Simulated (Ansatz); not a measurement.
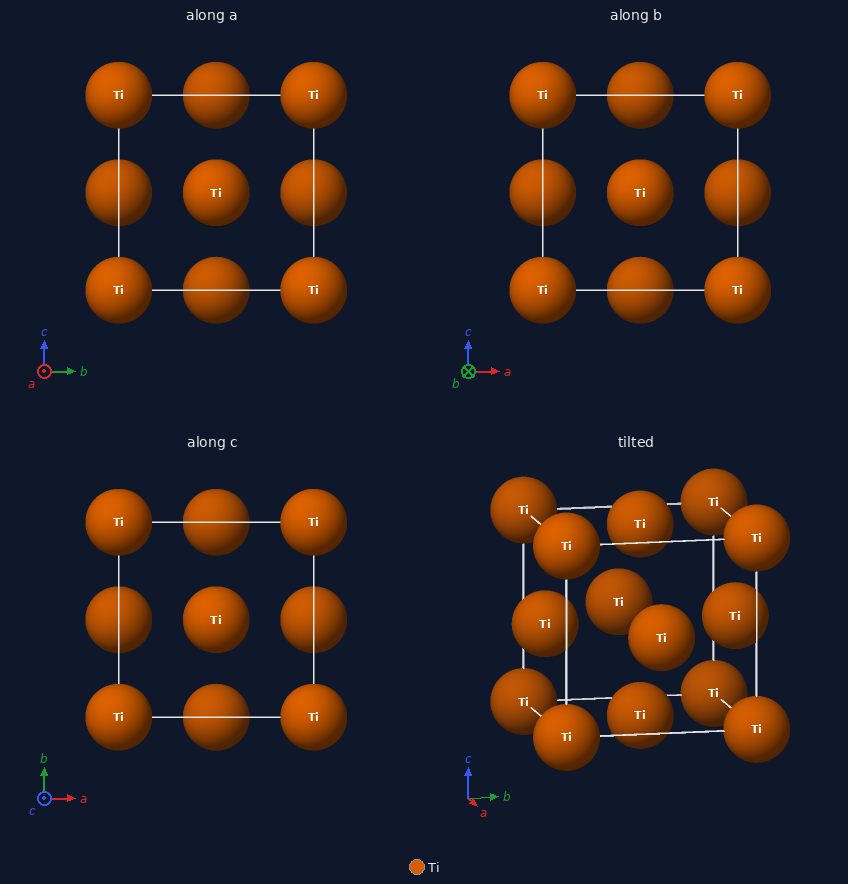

The crystal in a spheres-only representation, seen along the a axis, along the b axis, along the c axis and slightly off an axis. One conventional unit cell is outlined, and atoms on its boundary appear in each equivalent place.

Lattice parameters: a = 4.112 Å, b = 4.112 Å, c = 4.112 Å, α = 90.00°, β = 90.00°, γ = 90.00°.

Question: Reconstruct the structure as a table of Wyckoff sites.

Answer: Space group Fm-3m (No. 225).
| atom | site | x | y | z |
| --- | --- | --- | --- | --- |
| Ti | 4a | 0.0000 | 0.0000 | 0.0000 |

Origin of the cell: a structure type filled with this element by a generator (whether the element takes this form wasn't checked). The cell was then strained or its atoms displaced on purpose. A calculation with Ansatz used it as input.
